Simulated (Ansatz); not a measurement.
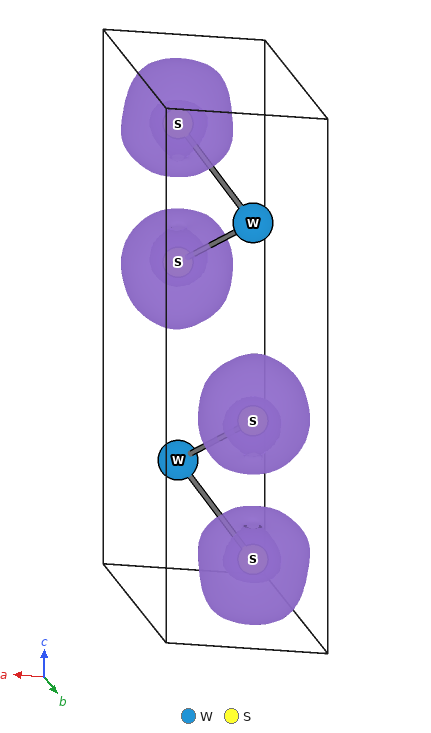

The picture shows: WS2. Isosurface of the ELF at 0.7 (purple), seen at an oblique angle. Only the valence region is drawn (cores and ρ < 0.01 e/Å³ removed). Sticks mark near contacts.

Space group P6₃/mmc.

Computed with DFT PBE+D3(BJ), scalar-relativistic, plane waves, PAW in Ansatz.

Core electrons are frozen (PAW), and the valence fields are smoothed inside the atomic spheres.

Input file:

```
crystal:
  lattice:
    - [-3.1542061832, 0.0, 0.0]
    - [-1.5771030916, -2.7316226834, 0.0]
    - [0.0, 0.0, 12.1399091344]
  atoms:
    - { symbol: W, position: [0.3333333333, 0.3333333333, 0.25] }
    - { symbol: W, position: [0.6666666667, 0.6666666667, 0.75] }
    - { symbol: S, position: [0.3333333333, 0.3333333333, 0.6202874207] }
    - { symbol: S, position: [0.6666666667, 0.6666666667, 0.1202874207] }
    - { symbol: S, position: [0.3333333333, 0.3333333333, 0.8797125793] }
    - { symbol: S, position: [0.6666666667, 0.6666666667, 0.3797125793] }
basis:
  ecutwfc: 420
kpoints:
  mp_grid: { grid: [10, 10, 3] }
hamiltonian:
  xc: pbe
  dispersion: d3bj
scf:
  occupations: { method: gaussian, width: 0.05 }
output:
  forces: true
  stress: true
  eigenvalues: true
  write_density: true
  write_potential: true
  elf: true
  volumetric_format: npy
```

Launched as:

```sh
ansatz run input.yaml --threads 2 --pin off --max-ram 5120MiB --backend cpu --events-out ev --progress --plain --runs-dir out
```

Below, planes, directions and counts refer to the conventional cell (a = 3.15 Å, b = 3.15 Å, c = 12.14 Å, α = 90.00°, β = 90.00°, γ = 120.00°).

What do the ELF domains correspond to?

The surface consists of four regions wrapped around S (the valence shell of each), counted in one cell of 6 atoms. Any copies at cell faces, edges or corners count once. Profiles from the grid: W–S (2.41 Å): the ELF peaks at about 0.85 in the valence shell of S, 0.8 Å from its nucleus, and is about 0.50 at the midpoint.

Metal or insulator at this level of theory?

It is gapped, with a Kohn–Sham gap of 0.96 eV on the k-point mesh, an upper bound to the gap of this method.
